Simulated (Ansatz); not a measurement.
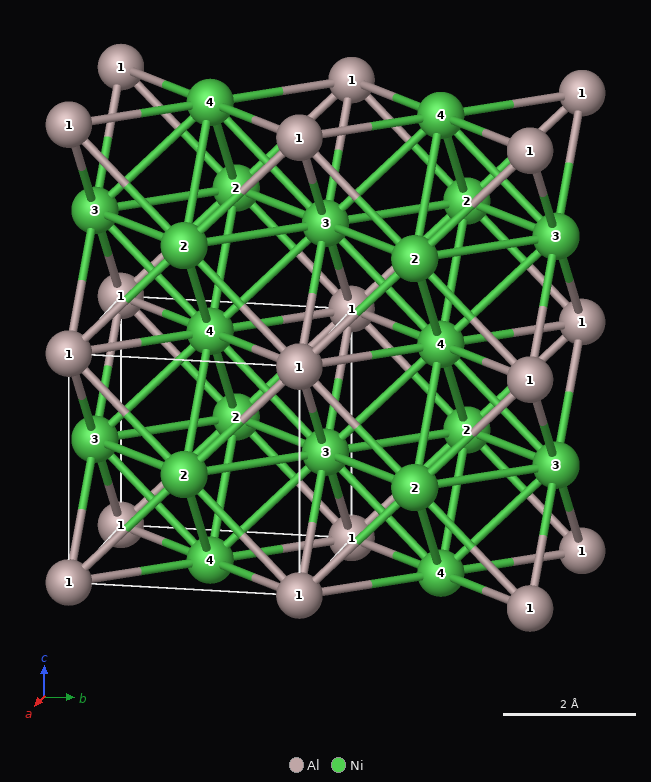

*The structure (ball-and-stick view of the cell of the calculation, repeated 1 × 2 × 2, seen slightly off an axis; atoms are numbered from 1 in the order of the input). An atom can appear more than once, as a periodic image.*

Near neighbours in the periodic cell (some may lie outside the picture): Al has 12 Ni at 2.54 Å; Ni has 4 Al at 2.54 Å and 8 Ni at 2.54 Å.

**Run report: AlNi$_{3}$, single-point calculation**

The run: single-point calculation of AlNi$_{3}$ (Pm-3m, 4 atoms in the cell). Method and program: DFT PBEsol, scalar-relativistic, plane waves, PAW, spin-polarised (Ansatz 0.2.0).

The structure derives from a Materials Project entry. It belongs to a series of runs on one base structure; here: volume × 1.06. Figures and captions count atoms from 1; the log counts them from 0 in places.

## Log
```
Engine: ansatz 0.2.0, aarch64-unknown-linux-gnu
Pseudopotentials: kind: paw
Pseudopotential: Al, paw, valence charge 3, recommended cutoff 420 eV (normal), Al.paw.azcp
Pseudopotential: Ni, paw, valence charge 18, recommended cutoff 420 eV (normal), Ni.paw.azcp
Functional definition: PBEsol
  exchange = pbesol_x
  correlation = pbesol_c
Crystal: 4 atoms, lattice volume = 46.195 Å³
Basis set: ecut = 420 eV, 895 PW (Γ), exchange–correlation on 48×48×48 points (8 copies of the dense FFT grid, shifted against one another)
Bands: 35, of which v1, the nominal top of the filled ones, is band 29 counted from 1 (28 counted from 0)
Symmetry: 48 space group operations
Space group: Pm-3m (ITA 221), of the structure as read, at distance tolerance 3.6e-5 Å
Magnetic group: BNS 221.92 (UNI 1594), of the structure as read, at distance tolerance 3.6e-5 Å
k-points: 84 of 1728
Non-local potential: Al, projectors of the file, l = 0: 2, l = 1: 2, l = 2: 1
Non-local potential: Ni, projectors of the file, l = 0: 3, l = 1: 2, l = 2: 3, l = 3: 1
PAW form: soft (Blöchl's): semilocal exchange-correlation on the pseudo side does not see the compensation charge
PAW frozen core: Al, regenerated for the run's functional, and the local potential with it (the file was generated under x = pbe(κ = 0.804, μ = 0.2195149727645171), c = pbe(β = 0.06672455060314922))
PAW frozen core: Ni, regenerated for the run's functional, and the local potential with it (the file was generated under x = pbe(κ = 0.804, μ = 0.2195149727645171), c = pbe(β = 0.06672455060314922))
PAW one-centre angular grid: Al, 110 points (default); XC on 64 Gauss nodes
PAW one-centre angular grid: Ni, 590 points (default); XC on 64 Gauss nodes
Initial density: superposition of atomic densities (chi_scale 0.1, normalization cell)
Starting moments: Σ|m| = 0.84 μB on 3 of 4 sites
Initial wavefunctions: pseudopotential atomic-orbital guess
Functional: x = pbesol(κ = 0.804, μ = 0.12345679012345678), c = pbesol(β = 0.046)
SCF iter   1: F=—  HF=-17938.599541 eV  |F-HF|=—  |Δ(HF+E_count)|=         —  Δρ=5.07e-2 (↑4.12e-2 ↓5.07e-2)  dr2=2.09e0  dr2_m=1.70e-2  M=0.720 μB ∫|m|=0.851 μB  β_m=0.30  ethr=3.10e-3  ⟨swp⟩=5.3  Hψ=19608  notcnv=0
Mixer restart at iter 1: flushing history
preconditioner: auto → Kerker (q_TF=auto, 2.826 Å⁻¹)  [metal: Δε(μ)=0.005 eV  Ē_g=6.819 eV  σ=0.100 eV  W_gap=0.03  n_scr=18 (ndim 8)  ℏωp=31.4 eV  f_vac=0.000  D(μ)=3.85/eV (n_scr^D=32)]
spin=Collinear: Kerker preconditioning applied to the charge; magnetization (m = ρ↑ − ρ↓) channel mixes plain (no charge-response kernel on spin).
SCF iter   2: F=—  HF=-17938.033832 eV  |F-HF|=—  |Δ(HF+E_count)|=   5.66e-1  Δρ=2.62e-2 (↑2.62e-2 ↓1.80e-2)  dr2=4.17e-1  dr2_m=6.56e-2  M=0.914 μB ∫|m|=1.052 μB  β_m=0.29  ethr=3.10e-3  ⟨swp⟩=2.1  Hψ=9978  notcnv=0  defer=214
SCF iter   3: F=—  HF=-17938.998331 eV  |F-HF|=—  |Δ(HF+E_count)|=   9.64e-1  Δρ=2.16e-2 (↑2.16e-2 ↓1.43e-2)  dr2=3.94e-1  dr2_m=3.53e-2  M=0.896 μB ∫|m|=1.042 μB  β_m=0.39  ethr=7.32e-4  ⟨swp⟩=2.4  Hψ=7792  notcnv=0  defer=214
SCF iter   4: F=—  HF=-17940.363168 eV  |F-HF|=—  |Δ(HF+E_count)|=    1.36e0  Δρ=1.76e-2 (↑1.76e-2 ↓1.37e-2)  dr2=4.38e-1  dr2_m=5.05e-3  M=0.831 μB ∫|m|=0.986 μB  β_m=0.65  ethr=6.92e-4  ⟨swp⟩=2.9  Hψ=9530  notcnv=0  defer=216
SCF iter   5: F=—  HF=-17941.112548 eV  |F-HF|=—  |Δ(HF+E_count)|=   7.49e-1  Δρ=5.16e-3 (↑5.16e-3 ↓4.87e-3)  dr2=5.04e-2  dr2_m=5.19e-3  M=0.753 μB ∫|m|=0.913 μB  β_m=0.73  ethr=6.92e-4  ⟨swp⟩=2.8  Hψ=10409  notcnv=0  defer=221
SCF iter   6: F=—  HF=-17941.149928 eV  |F-HF|=—  |Δ(HF+E_count)|=   3.74e-2  Δρ=5.79e-3 (↑4.06e-3 ↓5.79e-3)  dr2=2.25e-2  dr2_m=3.82e-4  M=0.703 μB ∫|m|=0.876 μB  β_m=0.86  ethr=8.84e-5  ⟨swp⟩=2.2  Hψ=10078  notcnv=0  defer=225
SCF iter   7: F=—  HF=-17941.162847 eV  |F-HF|=—  |Δ(HF+E_count)|=   1.29e-2  Δρ=2.21e-3 (↑2.21e-3 ↓2.12e-3)  dr2=5.10e-3  dr2_m=1.54e-6  M=0.725 μB ∫|m|=0.906 μB  β_m=0.93  ethr=3.95e-5  ⟨swp⟩=2.3  Hψ=9028  notcnv=0  defer=222
SCF iter   8: F=—  HF=-17941.163660 eV  |F-HF|=—  |Δ(HF+E_count)|=   8.13e-4  Δρ=1.11e-3 (↑1.11e-3 ↓5.30e-4)  dr2=8.66e-4  dr2_m=3.91e-5  M=0.728 μB ∫|m|=0.910 μB  β_m=0.94  ethr=8.95e-6  ⟨swp⟩=2.2  Hψ=7788  notcnv=0  defer=222
SCF iter   9: F=—  HF=-17941.163749 eV  |F-HF|=—  |Δ(HF+E_count)|=   8.89e-5  Δρ=3.09e-4 (↑3.09e-4 ↓1.54e-4)  dr2=8.86e-6  dr2_m=2.23e-5  M=0.727 μB ∫|m|=0.909 μB  β_m=0.97  ethr=1.52e-6  ⟨swp⟩=2.0  Hψ=8031  notcnv=0  defer=222
SCF iter  10: F=—  HF=-17941.163743 eV  |F-HF|=—  |Δ(HF+E_count)|=   6.56e-6  Δρ=1.80e-4 (↑1.20e-4 ↓1.80e-4)  dr2=2.89e-5  dr2_m=3.93e-7  M=0.726 μB ∫|m|=0.907 μB  β_m=0.97  ethr=1.55e-8  ⟨swp⟩=2.2  Hψ=10223  notcnv=0  defer=222
SCF iter  11: F=—  HF=-17941.163744 eV  |F-HF|=—  |Δ(HF+E_count)|=   8.75e-7  Δρ=1.81e-5 (↑1.81e-5 ↓1.67e-5)  dr2=3.68e-7  dr2_m=1.43e-9  M=0.726 μB ∫|m|=0.907 μB  β_m=0.99  ethr=1.55e-8  ⟨swp⟩=2.0  Hψ=8615  notcnv=0  defer=222
SCF iter  12: F=—  HF=-17941.163744 eV  |F-HF|=—  |Δ(HF+E_count)|=   6.85e-8  Δρ=2.64e-6 (↑1.79e-6 ↓2.64e-6)  dr2=6.73e-9  dr2_m=8.76e-11  M=0.726 μB ∫|m|=0.907 μB  β_m=0.99  ethr=6.45e-10  ⟨swp⟩=2.1  Hψ=8175  notcnv=0  defer=222
SCF iter  13: F=-17941.163744 eV  HF=-17941.163744 eV  |F-HF|=1.96e-10  |Δ(HF+E_count)|=   1.32e-9  Δρ=6.17e-7 (↑2.62e-7 ↓6.17e-7)  dr2=2.50e-10  dr2_m=1.42e-11  M=0.726 μB ∫|m|=0.907 μB  ethr=1.18e-11  ⟨swp⟩=6.7  Hψ=21790  notcnv=0
SCF 1 converged in 13 iterations: F = -17941.163744 eV  dr2 = 2.50e-10
  greatest PAW one-centre occupation: 1.001 electrons in one spin orbital (limit 2), on the Ni atom at site 3 (counted from 0), in its partial waves of l = 1
```

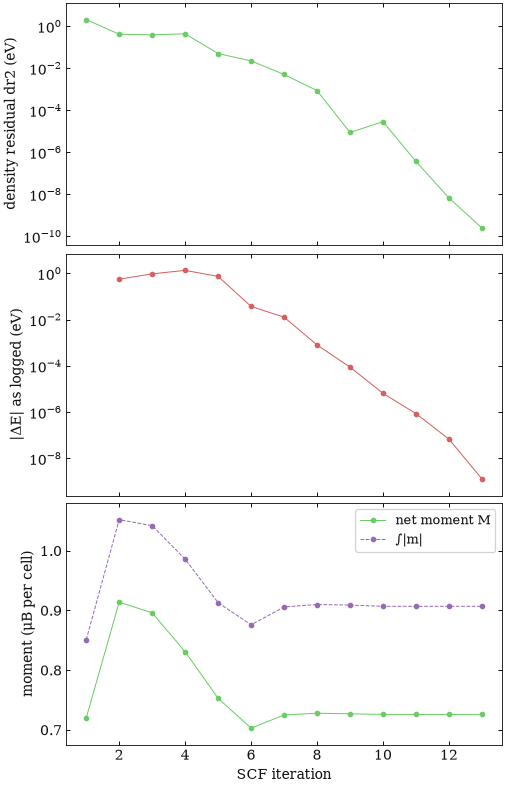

*Convergence of the self-consistent field: density residual dr2, size of the energy change and magnetic moment against the SCF iteration.*

The residual comes down, with one marked jump up, by a factor of about 3, at step 10. The net moment starts and ends at 0.7 μB per cell.

```
SCF converged after 13 iterations
Magnetization: 0.7262 μB (28.8631 up, 28.1369 down)
Absolute magnetization: 0.9075 μB (∫|ρ↑−ρ↓|, with the PAW one-centre terms)
Spin contamination: 0.0093 ħ² per cell (⟨S²⟩ above its minimum at these occupations)
Per-site moments (μB) at R_I (Å): [(-0.0168455325396876, 1.0465859687654615), (0.268678978499813, 1.0465859687654615), (0.26867897849981226, 1.0465859687654615), (0.268678978499813, 1.0465859687654615)]
Free energy (F): -17941.163744 eV
Harris-Foulkes:  -17941.163744 eV  (|F-HF|=1.96e-10)
Internal energy: -17941.146710 eV  (E = F + TS)
E sigma→0 (E₀):  -17941.155227 eV
Entropy (-TS):   -0.017033 eV (-4.258 meV/atom)
Fermi energy:    15.224074 eV
--- Per-component energies (eV) ---
  E_band       = -960.351830
  E_kinetic    = 875.496176
  E_local      = -12113.104064  (includes V_loc(G=0)·N_el)
  E_nonlocal   = 1921.180726
  E_hartree    = 5147.177318
  E_xc         = -294.000502
  E_vxc        = -358.653781  (∫ρ·V_xc dr)
  E_paw        = -5242.417574  (= ΣΔE_a)
  E_vpaw       = -1579.624815  (= ΣTr[D̂ρ^β])
  E_aug_tail   = 0.001541  (compensation charges beyond the density's cutoff)
  E_ewald      = -8236.091336
  E_core_change = 0.611006  (= ΣΔE_core)
  E_smearing   = -0.017033  (= −TS)
  E_closure    = 0.000000  (closes the sum)
  Σ components = -17941.163744   (vs F -17941.163744, Δ=0.00e0)
--- Forces (eV/Å), atoms counted from 1 ---
  atom   1  Al    -0.00000000     0.00000000     0.00000000
  atom   2  Ni     0.00000000    -0.00000000     0.00000000
  atom   3  Ni     0.00000000    -0.00000000     0.00000000
  atom   4  Ni     0.00000000    -0.00000000     0.00000000
  max |Σ_I F_I| component: 1.96e-28 eV/Å
--- Stress (GPa, compression-positive) ---
      -10.382077       0.000000       0.000000
        0.000000     -10.382077       0.000000
        0.000000       0.000000     -10.382077
  P = ⅓ Tr σ = -10.3821 GPa (-103.821 kbar)
--- Band table (eV; the first three rows and the last of 168) ---
  k-point 0 ↑: bands = ["-87.5558", "-87.5295", "-87.5295", "-48.1424", "-48.1424", "-48.1424", "-48.0757", "-48.0757", "-48.0757", "-48.0182", "-48.0182", "-48.0182", "5.3649", "11.0093", "11.6654", "11.6654", "12.0075", "12.0075", "12.0075", "13.8847", "13.8847", "13.8847", "14.6881", "14.6881", "14.9700", "15.1392", "15.1392", "15.1392", "16.0338", "16.0338", "16.0338", "21.6026", "21.6026", "22.2642", "27.1702"]
  k-point 1 ↑: bands = ["-87.5554", "-87.5299", "-87.5295", "-48.1412", "-48.1412", "-48.1405", "-48.0760", "-48.0760", "-48.0758", "-48.0203", "-48.0191", "-48.0191", "5.4484", "11.0340", "11.6138", "11.7178", "12.0210", "12.0210", "12.0266", "13.8371", "13.8371", "13.8639", "14.6398", "14.6892", "14.9374", "14.9374", "14.9400", "15.1393", "15.6833", "16.3445", "16.3445", "21.6002", "21.8589", "22.5776", "26.7787"]
  k-point 2 ↑: bands = ["-87.5542", "-87.5311", "-87.5295", "-48.1378", "-48.1378", "-48.1348", "-48.0770", "-48.0770", "-48.0760", "-48.0265", "-48.0215", "-48.0215", "5.6972", "11.0467", "11.4785", "11.8691", "12.0599", "12.0599", "12.0813", "13.7066", "13.7066", "13.8047", "14.4639", "14.6310", "14.6310", "14.6885", "14.8540", "15.0106", "15.1395", "16.9720", "16.9720", "21.5932", "22.0511", "23.7569", "25.6140"]
  k-point 83 ↓: bands = ["-87.2029", "-87.2029", "-87.2029", "-47.8354", "-47.8354", "-47.8354", "-47.7986", "-47.7300", "-47.7300", "-47.7300", "-47.6426", "-47.6426", "9.7442", "11.5261", "11.5261", "11.5261", "13.1752", "13.1752", "13.1752", "13.4931", "13.4931", "13.4931", "14.1474", "14.1474", "14.1474", "14.3933", "14.3933", "14.9696", "15.3398", "15.3398", "15.3398", "18.5865", "19.2761", "19.2761", "19.2761"]
--- Löwdin populations: 4 sites ---
  site symbol       q [e]    m [muB]
     0     Al      3.5553    -0.0437
     1     Ni     17.6218     0.2658
     2     Ni     17.6218     0.2658
     3     Ni     17.6218     0.2658
  spilling = 0.010161 (of n_electrons = 57.000000)
```

## File populations.tsv
```
# site	symbol	l	j	q_up	q_dn
# orbitals = lowdin
# n_electrons = 57.000000
# spilling = 0.010161
0	Al	0_3S	-	0.586122	0.584202
0	Al	1_3P	-	1.169717	1.215305
1	Ni	0_3S	-	0.994340	0.994434
1	Ni	0_4S	-	0.365819	0.371769
1	Ni	1_3P	-	2.997430	2.997517
1	Ni	2_3D	-	4.586231	4.314286
2	Ni	0_3S	-	0.994340	0.994434
2	Ni	0_4S	-	0.365819	0.371769
2	Ni	1_3P	-	2.997430	2.997517
2	Ni	2_3D	-	4.586231	4.314286
3	Ni	0_3S	-	0.994340	0.994434
3	Ni	0_4S	-	0.365819	0.371769
3	Ni	1_3P	-	2.997430	2.997517
3	Ni	2_3D	-	4.586231	4.314286
```

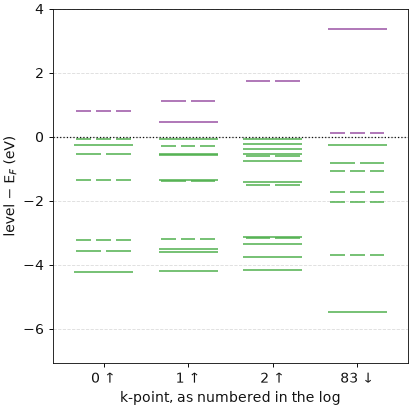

*Kohn–Sham levels near the Fermi level (dotted) at the few k-points that the log prints; levels within 0.02 eV of each other stand side by side.*

The system is metallic on the full mesh.

This output came from the following input.

## Input
```yaml
crystal:
  lattice:
    - [3.5881116878, 0.0, 0.0]
    - [0.0, 3.5881116878, 0.0]
    - [0.0, 0.0, 3.5881116878]
  atoms:
    - { symbol: Al, position: [0.0, 0.0, 0.0] }
    - { symbol: Ni, position: [0.0, 0.5, 0.5], spin: 0.28 }
    - { symbol: Ni, position: [0.5, 0.0, 0.5], spin: 0.28 }
    - { symbol: Ni, position: [0.5, 0.5, 0.0], spin: 0.28 }
basis:
  ecutwfc: 420
kpoints:
  mp_grid: { grid: [12, 12, 12] }
hamiltonian:
  xc: pbesol
scf:
  occupations: { method: gaussian, width: 0.1 }
output:
  forces: true
  stress: true
  eigenvalues: true
  populations: true
magnetization:
  spin_polarized: true
```

Run as:
```bash
ansatz run input.yaml --threads 1 --pin off --max-ram 2560MiB --backend cpu --events-out ev --progress --plain --runs-dir out
```

## Key numbers

| quantity | value |
| --- | --- |
| outcome | converged |
| space group (tolerance 0.01 Å) | Pm-3m (221) |
| electrons treated | 57 |
| free energy | −17941.1637 eV |
| Fermi energy | 15.224 eV |
| gap on the k-point mesh | none (metallic) |
| net moment of the cell | 0.73 μB |
| integrated absolute moment | 0.91 μB |
| pressure | −10.38 GPa |
| largest force (length of the vector) | under 0.001 eV/Å |
| hardware | 1 thread of Arm Neoverse V1, 24 GiB of memory available, shared host |
| wall time | 24 s |
| peak memory | 0.49 GiB |

## Notes

The cell is under a tension of 10.4 GPa at this level, so it is not at its equilibrium volume.
